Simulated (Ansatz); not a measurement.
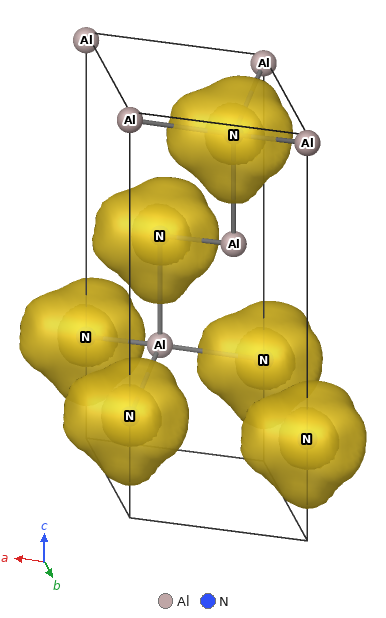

*AlN. Isosurface of the ELF at 0.75 (yellow), seen at an oblique angle. Only the valence region is drawn (cores and ρ < 0.01 e/Å³ removed). Sticks mark near contacts.*

Space group R3m; a structure from a database of computed crystals, not necessarily the ambient phase; changed on purpose from its base cell (all Al atoms moved -0.150 Å, as atom 1 towards its neighbour atom 2 (N) at 1.891 A); not relaxed (largest force 1.5 eV/Å).

Computed with Ansatz 0.2.0, DFT LDA, scalar-relativistic, plane waves, PAW.

In a PAW calculation such maps are meaningful between the atoms, not at the nuclei.

```cif
data_structure
_symmetry_space_group_name_H-M 'P 1'
_symmetry_Int_Tables_number 1
_cell_length_a 3.0886
_cell_length_b 3.0886
_cell_length_c 7.5656
_cell_angle_alpha 90.000
_cell_angle_beta 90.000
_cell_angle_gamma 120.000
_cell_volume 62.50
loop_
_atom_site_label
_atom_site_type_symbol
_atom_site_fract_x
_atom_site_fract_y
_atom_site_fract_z
_atom_site_occupancy
Al1 Al 0.00000 0.00000 0.98017 1
Al2 Al 0.33333 0.66667 0.64684 1
Al3 Al 0.66667 0.33333 0.31351 1
N1 N 0.33333 0.66667 0.91667 1
N2 N 0.66667 0.33333 0.58333 1
N3 N 0.00000 0.00000 0.25000 1
```

### Describe the localisation domains.

The ELF exceeds this value in three regions on N in which the atom's valence shell and bonds are merged, counted in one cell of 6 atoms. Regions shared between cells count once.

Values along the shortest contacts:
Al–N (1.85 Å): the ELF peaks at about 0.90 in the valence shell of N, 0.8 Å from its nucleus, and is about 0.85 at the midpoint. Al–N (2.04 Å): the ELF peaks at about 0.90 in the valence shell of N, 0.8 Å from its nucleus, and is about 0.85 at the midpoint.
